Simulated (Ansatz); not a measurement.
**KI: a changed input and its effect**

System: KI (2 atoms in the cell).
Method of run A: DFT, HSE06 with spin-orbit coupling, plane waves, PAW (Ansatz 0.2.0).

The structure was built on a prototype by a generator. The geometry comes from this level: r2SCAN. Text and figures count atoms from 1; the logs count them from 0 in places.

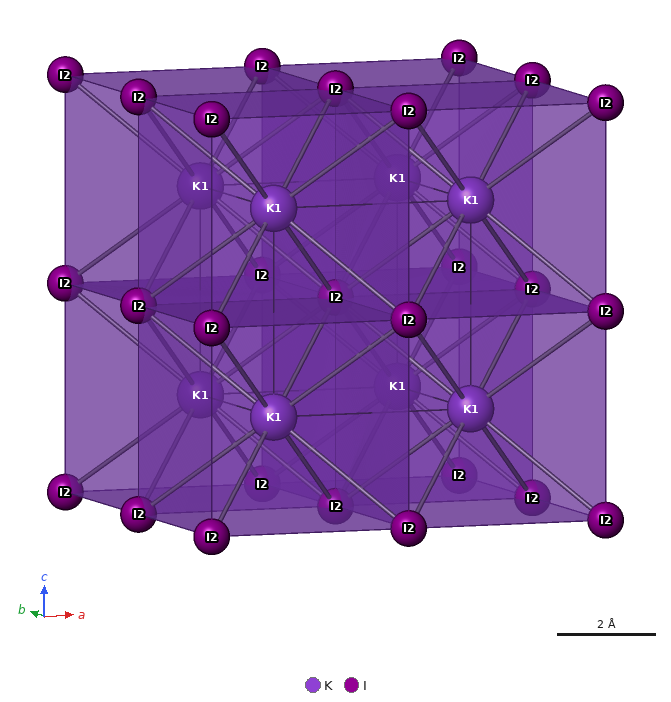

**Figure 1.** The structure (polyhedral view of the cell of the calculation, seen slightly off an axis; polyhedra are completed across the faces of the cell; atoms are numbered from 1 in the order of the input).

### Input, run A
```yaml
crystal:
  lattice:
    - [4.2909468193, 0.0, 0.0]
    - [0.0, 4.2909468193, 0.0]
    - [0.0, 0.0, 4.2909468193]
  atoms:
    - { symbol: K, position: [0.0, 0.0, 0.0] }
    - { symbol: I, position: [0.5, 0.5, 0.5] }
kpoints:
  mp_grid: { grid: [4, 4, 4] }
  band_path:
    path:
      - [0.0, 0.0, 0.0]
      - [0.0, 0.5, 0.0]
      - [0.5, 0.5, 0.0]
      - [0.5, 0.5, 0.5]
      - [0.0, 0.5, 0.5]
    npoints: 1
hamiltonian:
  xc: hse06
scf:
  occupations: { method: fixed }
  n_extra_bands: 8
magnetization:
  noncollinear: true
  spin_orbit: true
output:
  eigenvalues: true
  write_density: true
  write_potential: true
  elf: true
  volumetric_format: npy
```

Command:
```bash
ansatz run input.yaml --threads 2 --pin off --max-ram 2211MiB --backend cpu --events-out ev --progress --plain --runs-dir out
```

Hardware: 2 threads of an x86-64 CPU, shared host.

### Output, shortened to warnings, some set-up lines, iterations and results (run A)
```
Basis set: ecut = 420 eV, 1551 PW (Γ)
Symmetry: 48 space group operations + 48 with time reversal
k-points: 10 of 64
Initial density: superposition of atomic densities (chi_scale 0.1, normalization cell, long waves kept (reshape's long-wave potential 0.00 eV rms))
[...]
SCF iter   1: F=—  HF=-9057.770792 eV  |F-HF|=—  |Δ(HF+E_count)|=         —  Δρ=4.15e-2  dr2=2.72e0  dr2_m=0.00e0 (ungated)  ethr=1.00e-1  |M|=0.00e0 ∫|m|=0.00e0 μB  …
SCF iter   2: F=—  HF=-9056.756736 eV  |F-HF|=—  |Δ(HF+E_count)|=    1.01e0  Δρ=1.79e-2  dr2=4.27e-1  dr2_m=0.00e0 (ungated)  ethr=1.05e-2  |M|=0.00e0 ∫|m|=0.00e0 μB  …
SCF iter   3: F=—  HF=-9056.594558 eV  |F-HF|=—  |Δ(HF+E_count)|=   1.62e-1  Δρ=5.44e-3  dr2=1.75e-2  dr2_m=0.00e0 (ungated)  ethr=6.65e-5  |M|=0.00e0 ∫|m|=0.00e0 μB  …
SCF iter   4: F=—  HF=-9056.601145 eV  |F-HF|=—  |Δ(HF+E_count)|=   6.59e-3  Δρ=2.03e-3  dr2=2.48e-3  dr2_m=0.00e0 (ungated)  ethr=6.65e-5  |M|=0.00e0 ∫|m|=0.00e0 μB  …
SCF iter   5: F=-9056.603446 eV  HF=-9056.603404 eV  |F-HF|=4.17e-5  |Δ(HF+E_count)|=   2.26e-3  Δρ=3.33e-4  dr2=5.28e-5  dr2_m=0.00e0 (ungated)  ethr=9.54e-6  |M|=0.00e0 …
[... 6 lines ...]
SCF iter   6: F=-9057.051581 eV  HF=-9057.051582 eV  |F-HF|=6.85e-7  |Δ(HF+E_count)|=   3.41e-5  Δρ=2.55e-5  dr2=1.15e-6  dr2_m=0.00e0 (ungated)  ethr=6.41e-10  |M|=0.00e0 …
SCF 2 stopped early in 6 iterations: F = -9057.051581 eV  dr2 = 1.15e-6
SCF iter   1: F=—  HF=-9057.051574 eV  |F-HF|=—  |Δ(HF+E_count)|=         —  Δρ=3.17e-5  dr2=6.81e-7  dr2_m=0.00e0 (ungated)  ethr=1.66e-7  |M|=0.00e0 ∫|m|=0.00e0 μB  …
SCF iter   2: F=-9057.051574 eV  HF=-9057.051574 eV  |F-HF|=3.50e-8  |Δ(HF+E_count)|=   2.39e-7  Δρ=1.68e-5  dr2=6.86e-8  dr2_m=0.00e0 (ungated)  ethr=2.30e-9  |M|=0.00e0 …
SCF 3 converged in 2 iterations: F = -9057.051574 eV  dr2 = 6.86e-8
hybrid outer 2: dexx = +6.967e-8 eV, tail = 1.64e-7 eV, Δε = 3.16e-3 eV (about 6.13e-4 eV left of the loop's levels)
NSCF: frozen V_eff on 5 k-points
hybrid SCF converged: 2 outer / 8 inner (+5 warm-up), last move |dexx| = 6.97e-8 eV, tail = 1.64e-7 eV
Magnetization: |M| = 0.0000 μB,  M = (+0.0000, +0.0000, +0.0000) μB
Absolute magnetization: 0.0000 μB (∫|m|)
  site 0: m = (+0.0000, +0.0000, +0.0000) μB, |m| = 0.0000 μB  (R = 1.53 Å)
  site 1: m = (+0.0000, +0.0000, +0.0000) μB, |m| = 0.0000 μB  (R = 1.53 Å)
Free energy (F): -9057.051574 eV
Frozen-core exchange: fock
Harris-Foulkes:  -9057.051574 eV  (|F-HF|=3.50e-8)
Internal energy: -9057.051574 eV  (E = F + TS)
E sigma→0 (E₀):  -9057.051574 eV
Fermi energy:    3.286169 eV
--- Per-component energies (eV) ---
  E_band       = -548.991141
  E_kinetic    = 443.205826
  E_local      = -2646.219281  (includes V_loc(G=0)·N_el)
  E_nonlocal   = -77.128901
  E_hartree    = 1263.188832
  E_xc         = -211.665684
  E_vxc        = -234.281128  (∫ρ·V_xc dr)
  E_exx        = -74.304424  (= α·E_x^exact, valence–valence)
  E_paw        = -5580.420742  (= ΣΔE_a)
  E_vpaw       = -412.325270  (= ΣTr[D̂ρ^β])
  E_aug_tail   = -0.000017  (compensation charges beyond the density's cutoff)
  E_ewald      = -2173.216453
  E_core_change = -0.490729  (= ΣΔE_core)
  E_smearing   = -0.000000  (= −TS)
  E_closure    = 0.000000  (closes the sum)
  Σ components = -9057.051574   (vs F -9057.051574, Δ=1.82e-12)
```

The input of run B differs as follows (lines with − go, lines with + come):
```diff
-  mp_grid: { grid: [4, 4, 4] }
+  mp_grid: { grid: [6, 6, 6] }
-  xc: hse06
+  xc: pbe
+  forces: true
+  stress: true
```

What does this change do to the results?

The total energies belong to different methods, so their difference says nothing on which is more stable or more accurate. The gap on the mesh goes from 4.24 to 3.27 eV. The functional changes from HSE06 to PBE. The SCF takes 8 iterations against 13. The irreducible k-points go from 10 to 20.

### Output, shortened to warnings, some set-up lines, iterations and results (run B)
```
Basis set: ecut = 420 eV, 1551 PW (Γ), exchange–correlation on 60×60×60 points (8 copies of the dense FFT grid, shifted against one another)
Symmetry: 48 space group operations + 48 with time reversal
k-points: 20 of 216
Initial density: superposition of atomic densities (chi_scale 0.1, normalization cell, long waves kept (reshape's long-wave potential 0.00 eV rms))
[...]
SCF iter   1: F=—  HF=-9057.834369 eV  |F-HF|=—  |Δ(HF+E_count)|=         —  Δρ=4.28e-2  dr2=2.82e0  dr2_m=0.00e0 (ungated)  ethr=3.10e-3  |M|=0.00e0 ∫|m|=0.00e0 μB  …
SCF iter   2: F=—  HF=-9057.060889 eV  |F-HF|=—  |Δ(HF+E_count)|=   7.73e-1  Δρ=2.54e-2  dr2=1.06e0  dr2_m=0.00e0 (ungated)  ethr=3.10e-3  |M|=0.00e0 ∫|m|=0.00e0 μB  …
SCF iter   3: F=—  HF=-9056.610120 eV  |F-HF|=—  |Δ(HF+E_count)|=   4.51e-1  Δρ=5.42e-3  dr2=2.81e-2  dr2_m=0.00e0 (ungated)  ethr=3.10e-3  |M|=0.00e0 ∫|m|=0.00e0 μB  …
SCF iter   4: F=—  HF=-9056.611813 eV  |F-HF|=—  |Δ(HF+E_count)|=   1.69e-3  Δρ=1.50e-3  dr2=3.33e-3  dr2_m=0.00e0 (ungated)  ethr=1.08e-4  |M|=0.00e0 ∫|m|=0.00e0 μB  …
SCF iter   5: F=—  HF=-9056.611943 eV  |F-HF|=—  |Δ(HF+E_count)|=   1.30e-4  Δρ=3.36e-4  dr2=1.11e-4  dr2_m=0.00e0 (ungated)  ethr=1.28e-5  |M|=0.00e0 ∫|m|=0.00e0 μB  …
SCF iter   6: F=—  HF=-9056.612099 eV  |F-HF|=—  |Δ(HF+E_count)|=   1.56e-4  Δρ=7.91e-5  dr2=8.35e-6  dr2_m=0.00e0 (ungated)  ethr=4.27e-7  |M|=0.00e0 ∫|m|=0.00e0 μB  …
SCF iter   7: F=—  HF=-9056.612112 eV  |F-HF|=—  |Δ(HF+E_count)|=   1.29e-5  Δρ=1.31e-5  dr2=3.57e-7  dr2_m=0.00e0 (ungated)  ethr=3.21e-8  |M|=0.00e0 ∫|m|=0.00e0 μB  …
SCF iter   8: F=-9056.612112 eV  HF=-9056.612112 eV  |F-HF|=1.73e-8  |Δ(HF+E_count)|=   3.60e-7  Δρ=3.03e-6  dr2=8.24e-9  dr2_m=0.00e0 (ungated)  ethr=3.85e-10  |M|=0.00e0 …
SCF 1 converged in 8 iterations: F = -9056.612112 eV  dr2 = 8.24e-9
NSCF: frozen V_eff on 5 k-points
SCF converged after 8 iterations
Magnetization: |M| = 0.0000 μB,  M = (+0.0000, +0.0000, +0.0000) μB
Absolute magnetization: 0.0000 μB (∫|m|)
  site 0: m = (+0.0000, +0.0000, +0.0000) μB, |m| = 0.0000 μB  (R = 1.53 Å)
  site 1: m = (+0.0000, +0.0000, +0.0000) μB, |m| = 0.0000 μB  (R = 1.53 Å)
Free energy (F): -9056.612112 eV
Harris-Foulkes:  -9056.612112 eV  (|F-HF|=1.73e-8)
Internal energy: -9056.612112 eV  (E = F + TS)
E sigma→0 (E₀):  -9056.612112 eV
Fermi energy:    3.938645 eV
--- Per-component energies (eV) ---
  E_band       = -495.480149
  E_kinetic    = 443.226649
  E_local      = -2646.951849  (includes V_loc(G=0)·N_el)
  E_nonlocal   = -76.743015
  E_hartree    = 1263.145920
  E_xc         = -263.670349
  E_vxc        = -293.996616  (∫ρ·V_xc dr)
  E_paw        = -5602.402996  (= ΣΔE_a)
  E_vpaw       = -447.309003  (= ΣTr[D̂ρ^β])
  E_aug_tail   = -0.000019  (compensation charges beyond the density's cutoff)
  E_ewald      = -2173.216453
  E_smearing   = -0.000000  (= −TS)
  E_closure    = 0.000000  (closes the sum)
  Σ components = -9056.612112   (vs F -9056.612112, Δ=0.00e0)
--- Forces (eV/Å), atoms counted from 1 ---
  atom   1  K      0.00000000     0.00000000     0.00000000
  atom   2  I      0.00000000    -0.00000000    -0.00000000
  max |Σ_I F_I| component: 1.31e-29 eV/Å
--- Stress (GPa, compression-positive) ---
        0.500062       0.000000       0.000000
       -0.000000       0.500062       0.000000
        0.000000       0.000000       0.500062
  P = ⅓ Tr σ = 0.5001 GPa (5.001 kbar)
```

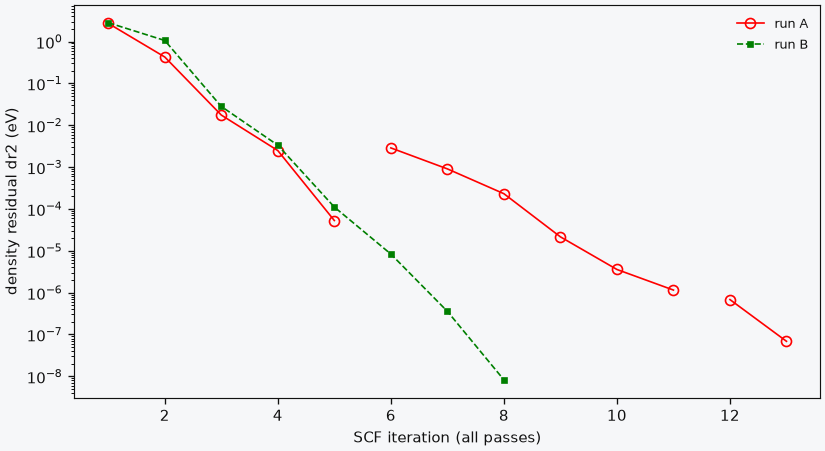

**Figure 2.** Convergence of the two runs: density residual dr2 against the SCF iteration. A break in a curve parts two SCF passes. Run A takes 13 iterations in all, and run B takes 8.

### The two runs side by side

| quantity | run A | run B |
| --- | --- | --- |
| outcome | converged | converged |
| free energy per atom (eV) | −4528.5258 | −4528.3061 |
| gap on the mesh (eV) | 4.24 | 3.27 |
| net moment of the cell (μB) | 0.00 | 0.00 |
| absolute moment of the cell (μB) | 0.00 | 0.00 |
| SCF iterations | 13 | 8 |
| irreducible k-points | 10 | 20 |
| plane waves at Γ | 1551 | 1551 |
| pressure (GPa) | – | 0.50 |
| largest force (eV/Å) | – | 0.000 |
| wall time (shared host) | 7.9 min | 29 s |
